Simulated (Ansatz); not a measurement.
System: Ga3As2P.

```xyz
12
Lattice="4.0032 0.0000 0.0000 0.0000 4.0032 0.0000 0.0000 0.0000 17.0083" Properties=species:S:1:pos:R:3 pbc="T T T"
Ga    2.0016    2.0016    5.6005
Ga    0.0000    0.0000   14.1046
Ga    2.0016    2.0016    0.0000
Ga    0.0000    0.0000    8.5041
Ga    0.0000    0.0000    2.9037
Ga    2.0016    2.0016   11.4078
P     0.0000    2.0016    4.2521
P     2.0016    0.0000   12.7562
As    2.0016    0.0000    7.0530
As    0.0000    2.0016   15.5571
As    2.0016    0.0000    1.4511
As    0.0000    2.0016    9.9553
```

Space group I-4m2; a structure generated by program, which may or may not match a known phase; computed pressure about −3 GPa in this cell.

Method: DFT r2SCAN, scalar-relativistic, plane waves, PAW in Ansatz.

> What can the converged valence pseudo-density and electron localisation function tell about the bonding?

Ga–P (2.41 Å): the density is about 0.51 e/Å³ at the midpoint; the ELF peaks at about 0.90 in the valence shell of P, 0.9 Å from its nucleus, and is about 0.80 at the midpoint.
Ga–As (2.47 Å): ρ at the midpoint is about 0.49 e/Å³; the ELF peaks at about 0.80 between the atoms, as expected for a covalent bond.
Bader's partition of the density gives Ga +0.76 to +0.83, P −0.89 and As −0.76 e.

> What Bader charges does the calculation give?

Electrons move from Ga towards P and As. Bader charges: Ga +0.76 to +0.83, P −0.89 and As −0.76 e.

> Does the calculation give a band gap?

It is gapped, with a Kohn–Sham gap of 1.1 eV on the k-point mesh, an upper bound to the gap of this method.

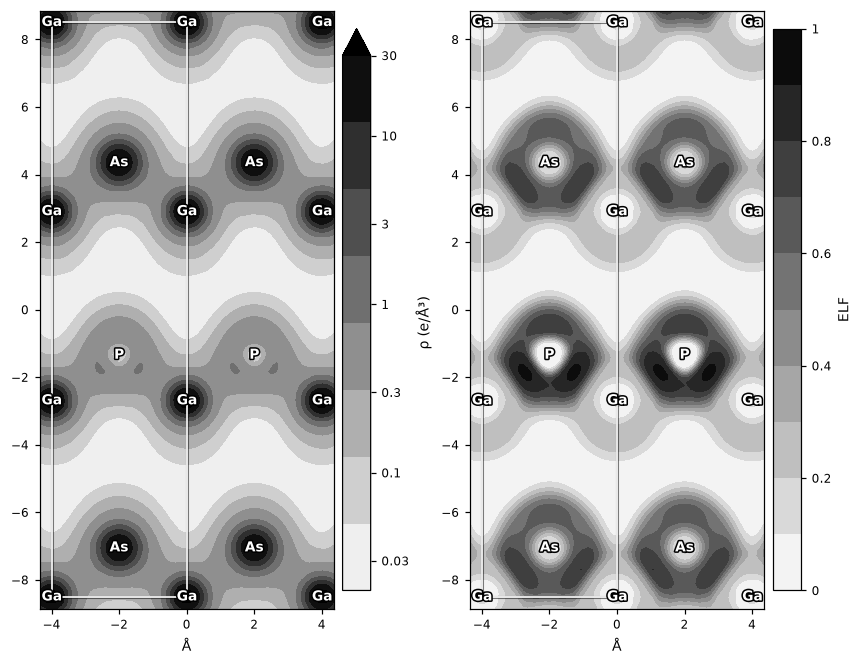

Computed valence pseudo-density and electron localisation function on the (100) plane of the conventional cell, in this order. 

In a PAW calculation such maps are meaningful between the atoms, not at the nuclei.
